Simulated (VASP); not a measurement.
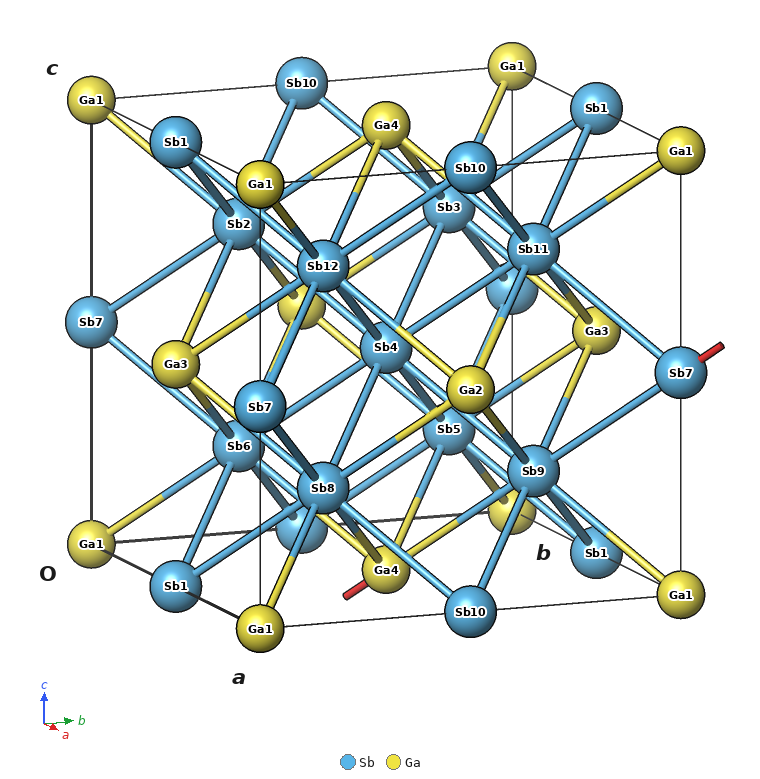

The coloured rod is the axis of a symmetry operation of the crystal. Crystal: GaSb3, a cell listed in the Materials Project, as set up for an electronic-structure calculation. The drawing is computed from the coordinates (standard cell, symmetry found to 0.002 Å).

a = 7.461 Å, b = 7.461 Å, c = 7.461 Å, α = 90.00°, β = 90.00°, γ = 90.00°.

| atom | x | y | z |
| --- | --- | --- | --- |
| Sb1 | 0.5000 | 0.0000 | 0.0000 |
| Sb2 | 0.2500 | 0.2500 | 0.7500 |
| Sb3 | 0.2500 | 0.7500 | 0.7500 |
| Ga1 | 0.0000 | 0.0000 | 0.0000 |
| Sb4 | 0.5000 | 0.5000 | 0.5000 |
| Sb5 | 0.2500 | 0.7500 | 0.2500 |
| Sb6 | 0.2500 | 0.2500 | 0.2500 |
| Ga2 | 0.0000 | 0.5000 | 0.5000 |
| Sb7 | 0.0000 | 0.0000 | 0.5000 |
| Sb8 | 0.7500 | 0.2500 | 0.2500 |
| Sb9 | 0.7500 | 0.7500 | 0.2500 |
| Ga3 | 0.5000 | 0.0000 | 0.5000 |
| Sb10 | 0.0000 | 0.5000 | 0.0000 |
| Sb11 | 0.7500 | 0.7500 | 0.7500 |
| Sb12 | 0.7500 | 0.2500 | 0.7500 |
| Ga4 | 0.5000 | 0.5000 | 0.0000 |

Take the operation x, y, z → y, z+1/2, x−1/2.

What kind of operation is it, and where does it lie?

It is a 3-fold rotation, about the line along [1 1 1] through (2/3, 2/3, 1/6).

Onto which atom does it carry each atom (up to whole multiples of a, b and c)?

Sb1 → Sb10, Sb2 → Sb2, Sb3 → Sb12, Ga1 → Ga2, Sb4 → Sb1, Sb5 → Sb11, Sb6 → Sb3, Ga2 → Ga3, Sb7 → Sb7, Sb8 → Sb5, Sb9 → Sb9, Ga3 → Ga1, Sb10 → Sb4, Sb11 → Sb8, Sb12 → Sb6, Ga4 → Ga4.

What is the crystal's space group?

No. 225, Fm-3m.
